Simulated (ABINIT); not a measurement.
**Band-structure run of AlRu (part 1 of 4)**

AlRu (Pm-3m, 2 atoms in the cell), computed with Kohn-Sham DFT of a periodic cell, PBEsol, PseudoDojo NC SR PBEsol v0.4.1 standard, no spin polarisation (ABINIT 10.8.3).

The structure derives from an entry of the Crystallography Open Database.

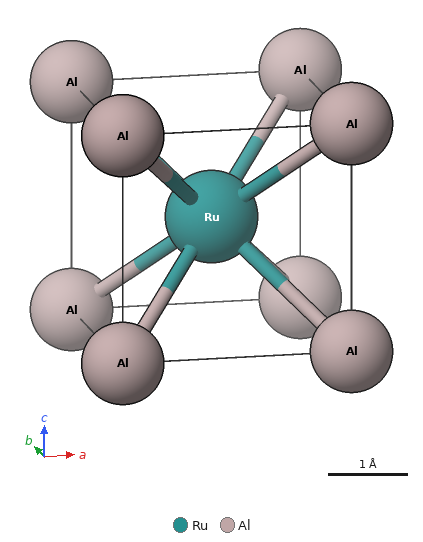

Fig. 1: The structure as given in the input (ball-and-stick view of the cell of the calculation, seen slightly off an axis). An atom can appear more than once, as a periodic image.

The input
```
# Datasets: ground state, then fixed potential
ndtset 2

# Pseudopotentials
pp_dirpath "./"
pseudos "Ru.upf, Al.upf"

# Structure
acell 3*1.0 Angstrom
rprim
     2.9916000000     0.0000000000     0.0000000000
     0.0000000000     2.9916000000     0.0000000000
     0.0000000000     0.0000000000     2.9916000000
ntypat 2
znucl 44 13
natom 2
typat 1 2
xcart
     1.4958000000     1.4958000000     1.4958000000
     0.0000000000     0.0000000000     0.0000000000 Angstrom

# Plane-wave basis
ecut 42.0

# Exchange and correlation
ixc -116133

# Bands and occupations
occopt 3
tsmear 0.05 eV

# SCF cycle
nstep 100

# Output
iomode 3
prtwf 0
prteig 0
prtebands 0
prtden1 1

# Dataset 1
kptopt1 1
ngkpt1 9 9 9
nshiftk1 1
shiftk1 0.0 0.0 0.0
nband1 14
tolvrs1 1.0e-10

# Dataset 2: bands along G-X-M-G-R-X
iscf2 -2
getden2 1
nband2 20
nbdbuf2 4
tolwfr2 1.0e-11
kptopt2 -5
ndivsm2 6
prteig2 1
prtvol2 -3
kptbounds2
     0.0000000000     0.0000000000     0.0000000000
     0.0000000000     0.5000000000     0.0000000000
     0.5000000000     0.5000000000     0.0000000000
     0.0000000000     0.0000000000     0.0000000000
     0.5000000000     0.5000000000     0.5000000000
     0.0000000000     0.5000000000     0.0000000000
```

Launch command:
```bash
abinit run.abi > log 2>&1
```

The program's output
```
.Version 10.8.3 of ABINIT
 DATASET    1 : space group Pm -3 m (#221); Bravais cP (primitive cubic)
================================================================================
 Values of the parameters that define the memory need for DATASET  1.
     intxc =       0    ionmov =       0      iscf =       7    lmnmax =       6
     lnmax =       6     mgfft =      36  mpssoang =       3    mqgrid =    3001
     natom =       2  nloc_mem =       1    nspden =       1   nspinor =       1
    nsppol =       1      nsym =      48    n1xccc =    2501    ntypat =       2
    occopt =       3   xclevel =       2
       mpw =        2370          nfft =       46656          nkpt =          35
================================================================================
================================================================================

 DATASET    2 : space group Pm -3 m (#221); Bravais cP (primitive cubic)
================================================================================
 Values of the parameters that define the memory need for DATASET  2.
     intxc =       0    ionmov =       0      iscf =      -2    lmnmax =       6
     lnmax =       6     mgfft =      36  mpssoang =       3    mqgrid =    3001
     natom =       2  nloc_mem =       1    nspden =       1   nspinor =       1
    nsppol =       1      nsym =      48    n1xccc =    2501    ntypat =       2
    occopt =       3   xclevel =       2
       mpw =        2360          nfft =       46656          nkpt =          39
================================================================================
================================================================================

--------------------------------------------------------------------------------
------------- Echo of variables that govern the present computation ------------
--------------------------------------------------------------------------------
 -outvars: echo values of preprocessed input variables --------
            acell      1.8897261259E+00  1.8897261259E+00  1.8897261259E+00 Bohr
              amu      1.01070000E+02  2.69815390E+01
             ecut      4.20000000E+01 Hartree
           getden1          0
           getden2          1
             iscf1          7
             iscf2         -2
              ixc     -116133
           jdtset        1    2
           kptopt1          1
           kptopt2         -5
         kptrlatt        9    0    0      0    9    0      0    0    9
          kptrlen1     5.08797421E+01
          kptrlen2     3.00000000E+01
            natom           2
            nband1         14
            nband2         20
           nbdbuf1          0
           nbdbuf2          4
           ndtset           2
           ndivsm1          0
           ndivsm2          6
            ngfft          36      36      36
             nkpt1         35
             nkpt2         39
            nstep         100
             nsym          48
           ntypat           2
           occopt           3
        prtebands           0
           prteig1          0
           prteig2          1
           prtvol1          0
           prtvol2         -3
            prtwf           0
            rprim      2.9916000000E+00  0.0000000000E+00  0.0000000000E+00
                       0.0000000000E+00  2.9916000000E+00  0.0000000000E+00
                       0.0000000000E+00  0.0000000000E+00  2.9916000000E+00
           shiftk1     0.00000000E+00  0.00000000E+00  0.00000000E+00
           shiftk2     5.00000000E-01  5.00000000E-01  5.00000000E-01
          spgroup         221
           tolvrs1     1.00000000E-10
           tolvrs2     0.00000000E+00
           tolwfr1     0.00000000E+00
           tolwfr2     1.00000000E-11
           tsmear      1.83746611E-03 Hartree
            typat      1  2
           xangst      1.4958000000E+00  1.4958000000E+00  1.4958000000E+00
                       0.0000000000E+00  0.0000000000E+00  0.0000000000E+00
            xcart      2.8266523391E+00  2.8266523391E+00  2.8266523391E+00
                       0.0000000000E+00  0.0000000000E+00  0.0000000000E+00
             xred      5.0000000000E-01  5.0000000000E-01  5.0000000000E-01
                       0.0000000000E+00  0.0000000000E+00  0.0000000000E+00
            znucl       44.00000   13.00000

================================================================================

 chkinp: Checking input parameters for consistency, jdtset=   1.

 chkinp: Checking input parameters for consistency, jdtset=   2.

================================================================================
== DATASET  1 ==================================================================

--- !DatasetInfo
iteration_state: {dtset: 1, }
dimensions: {natom: 2, nkpt: 35, mband: 14, nsppol: 1, nspinor: 1, nspden: 1, mpw: 2370, }
cutoff_energies: {ecut:  42.0, pawecutdg:  -1.0, }
electrons: {nelect:   1.90000000E+01, charge:   0.00000000E+00, occopt:   3.00000000E+00, tsmear:   1.83746611E-03, }
meta: {optdriver: 0, ionmov: 0, optcell: 0, iscf: 7, paral_kgb: 0, }
...

 Real(R)+Recip(G) space primitive vectors, cartesian coordinates (Bohr,Bohr^-1):
 R(1)=  5.6533047  0.0000000  0.0000000  G(1)=  0.1768877  0.0000000  0.0000000
 R(2)=  0.0000000  5.6533047  0.0000000  G(2)=  0.0000000  0.1768877  0.0000000
 R(3)=  0.0000000  0.0000000  5.6533047  G(3)=  0.0000000  0.0000000  0.1768877
 Unit cell volume ucvol=  1.8067879E+02 bohr^3
 Angles (23,13,12)=  9.00000000E+01  9.00000000E+01  9.00000000E+01 degrees

 getcut: wavevector=  0.0000  0.0000  0.0000  ngfft=  36  36  36
         ecut(hartree)=     42.000   => boxcut(ratio)=   2.18278

--- Pseudopotential description ------------------------------------------------
- pspini: atom type   1  psp file is ./Ru.upf
12 -116133 2 -1 1584                          pspcod,pspxc,lmax,lloc,mmax
     nproj     2     2     2

- pspini: atom type   2  psp file is ./Al.upf
12 -116133 2 -1 1876                          pspcod,pspxc,lmax,lloc,mmax
     nproj     2     2     2

   3.97650626E+02                                ecore*ucvol(ha*bohr**3)
--------------------------------------------------------------------------------

================================================================================

--- !BeginCycle
iteration_state: {dtset: 1, }
solver: {iscf: 7, nstep: 100, nline: 4, wfoptalg: 0, }
tolerances: {tolvrs: 1.00E-10, }
...

     iter   Etot(hartree)      deltaE(h)  residm     vres2
 ETOT  1  -103.20378161594    -1.032E+02 1.981E-01 3.905E+02
 ETOT  2  -103.10319164056     1.006E-01 7.615E-02 1.398E+03
 ETOT  3  -103.39045739011    -2.873E-01 1.043E-02 2.428E+00
 ETOT  4  -103.39081429829    -3.569E-04 3.760E-03 6.447E-02
 ETOT  5  -103.39082732456    -1.303E-05 2.307E-03 1.611E-03
 ETOT  6  -103.39082751210    -1.875E-07 1.680E-03 5.231E-05
 ETOT  7  -103.39082752294    -1.084E-08 1.103E-03 3.320E-08
 ETOT  8  -103.39082752295    -1.054E-11 7.884E-04 7.073E-10
 ETOT  9  -103.39082752295    -5.542E-13 5.322E-04 3.303E-11

 At SCF step    9       vres2   =  3.30E-11 < tolvrs=  1.00E-10 =>converged.

 Cartesian components of stress tensor (hartree/bohr^3)
  sigma(1 1)=  1.10310241E-04  sigma(3 2)=  0.00000000E+00
  sigma(2 2)=  1.10310241E-04  sigma(3 1)=  0.00000000E+00
  sigma(3 3)=  1.10310241E-04  sigma(2 1)=  0.00000000E+00

--- !ResultsGS
iteration_state: {dtset: 1, }
comment   : Summary of ground state results
lattice_vectors:
- [  5.6533047,   0.0000000,   0.0000000, ]
- [  0.0000000,   5.6533047,   0.0000000, ]
- [  0.0000000,   0.0000000,   5.6533047, ]
lattice_lengths: [   5.65330,    5.65330,    5.65330, ]
lattice_angles: [ 90.000,  90.000,  90.000, ] # degrees, (23, 13, 12)
lattice_volume:   1.8067879E+02
convergence: {deltae: -5.542E-13, res2:  3.303E-11, residm:  5.322E-04, diffor: null, }
etotal    :  -1.03390828E+02
entropy   :   0.00000000E+00
fermie    :   4.71872410E-01
cartesian_stress_tensor: # hartree/bohr^3
- [  1.10310241E-04,   0.00000000E+00,   0.00000000E+00, ]
- [  0.00000000E+00,   1.10310241E-04,   0.00000000E+00, ]
- [  0.00000000E+00,   0.00000000E+00,   1.10310241E-04, ]
pressure_GPa:  -3.2454E+00
xred      :
- [  5.0000E-01,   5.0000E-01,   5.0000E-01, Ru]
- [  0.0000E+00,   0.0000E+00,   0.0000E+00, Al]
cartesian_forces: # hartree/bohr
- [ -0.00000000E+00,  -0.00000000E+00,  -0.00000000E+00, ]
- [ -0.00000000E+00,  -0.00000000E+00,  -0.00000000E+00, ]
force_length_stats: {min:   0.00000000E+00, max:   0.00000000E+00, mean:   0.00000000E+00, }
...

 Integrated electronic density in atomic spheres:
 ------------------------------------------------
 Atom  Sphere_radius  Integrated_density
    1        2.00000         12.98508457
    2        2.00000          0.99534920
================================================================================

 ----iterations are completed or convergence reached----

 Mean square residual over all n,k,spin=   19.132E-07; max=  53.217E-05
 reduced coordinates (array xred) for    2 atoms
       0.500000000000      0.500000000000      0.500000000000
       0.000000000000      0.000000000000      0.000000000000
 rms dE/dt=  0.0000E+00; max dE/dt=  0.0000E+00; dE/dt below (all hartree)
    1       0.000000000000      0.000000000000      0.000000000000
    2       0.000000000000      0.000000000000      0.000000000000

 cartesian coordinates (angstrom) at end:
    1      1.49580000000000     1.49580000000000     1.49580000000000
    2      0.00000000000000     0.00000000000000     0.00000000000000

 cartesian forces (hartree/bohr) at end:
    1     -0.00000000000000    -0.00000000000000    -0.00000000000000
    2     -0.00000000000000    -0.00000000000000    -0.00000000000000
 frms,max,avg= 0.0000000E+00 0.0000000E+00   0.000E+00  0.000E+00  0.000E+00 h/b

 cartesian forces (eV/Angstrom) at end:
    1     -0.00000000000000    -0.00000000000000    -0.00000000000000
    2     -0.00000000000000    -0.00000000000000    -0.00000000000000
 frms,max,avg= 0.0000000E+00 0.0000000E+00   0.000E+00  0.000E+00  0.000E+00 e/A
 length scales=  1.889726125908  1.889726125908  1.889726125908 bohr
              =  1.000000000000  1.000000000000  1.000000000000 angstroms
 Fermi (or HOMO) energy (hartree) =   0.47187   Average Vxc (hartree)=  -0.46721
 Eigenvalues (hartree) for nkpt=  35  k points:
 kpt#   1, nband= 14, wtk=  0.00137, kpt=  0.0000  0.0000  0.0000 (reduced coord)
  -2.16268   -1.05906   -1.05906   -1.05906    0.11897    0.34250    0.34250    0.48098
   0.48098    0.48098    0.69804    0.69804    0.69804    0.87892
      occupation numbers for kpt#   1
   2.00000    2.00000    2.00000    2.00000    2.00000    2.00000    2.00000    0.01397
   0.01397    0.01397    0.00000    0.00000    0.00000    0.00000
 prteigrs : prtvol=0 or 1, do not print more k-points.

--- !EnergyTerms
iteration_state     : {dtset: 1, }
comment             : Components of total free energy in Hartree
kinetic             :  3.36922777881751E+01
hartree             :  2.27100166588751E+01
xc                  : -1.81468757811466E+01
Ewald energy        : -7.33084215654998E+01
psp_core            :  2.20087053083614E+00
local_psp           : -7.85425363584045E+01
non_local_psp       :  8.00438861732225E+00
internal            : -1.03390280109842E+02
'-kT*entropy'       : -5.47413107246525E-04
total_energy        : -1.03390827522950E+02
total_energy_eV     : -2.81340774201858E+03
band_energy         : -6.63868263639074E+00
...

 Cartesian components of stress tensor (hartree/bohr^3)
  sigma(1 1)=  1.10310241E-04  sigma(3 2)=  0.00000000E+00
  sigma(2 2)=  1.10310241E-04  sigma(3 1)=  0.00000000E+00
  sigma(3 3)=  1.10310241E-04  sigma(2 1)=  0.00000000E+00

-Cartesian components of stress tensor (GPa)         [Pressure= -3.2454E+00 GPa]
- sigma(1 1)=  3.24543935E+00  sigma(3 2)=  0.00000000E+00
- sigma(2 2)=  3.24543935E+00  sigma(3 1)=  0.00000000E+00
- sigma(3 3)=  3.24543935E+00  sigma(2 1)=  0.00000000E+00

================================================================================
== DATASET  2 ==================================================================

--- !DatasetInfo
iteration_state: {dtset: 2, }
dimensions: {natom: 2, nkpt: 39, mband: 20, nsppol: 1, nspinor: 1, nspden: 1, mpw: 2360, }
cutoff_energies: {ecut:  42.0, pawecutdg:  -1.0, }
electrons: {nelect:   1.90000000E+01, charge:   0.00000000E+00, occopt:   3.00000000E+00, tsmear:   1.83746611E-03, }
meta: {optdriver: 0, ionmov: 0, optcell: 0, iscf: -2, paral_kgb: 0, }
...

 mkfilename : getden/=0, take file _DEN from output of DATASET   1.

 Real(R)+Recip(G) space primitive vectors, cartesian coordinates (Bohr,Bohr^-1):
 R(1)=  5.6533047  0.0000000  0.0000000  G(1)=  0.1768877  0.0000000  0.0000000
 R(2)=  0.0000000  5.6533047  0.0000000  G(2)=  0.0000000  0.1768877  0.0000000
 R(3)=  0.0000000  0.0000000  5.6533047  G(3)=  0.0000000  0.0000000  0.1768877
 Unit cell volume ucvol=  1.8067879E+02 bohr^3
 Angles (23,13,12)=  9.00000000E+01  9.00000000E+01  9.00000000E+01 degrees

 getcut: wavevector=  0.0000  0.0000  0.0000  ngfft=  36  36  36
         ecut(hartree)=     42.000   => boxcut(ratio)=   2.18278
--------------------------------------------------------------------------------
```
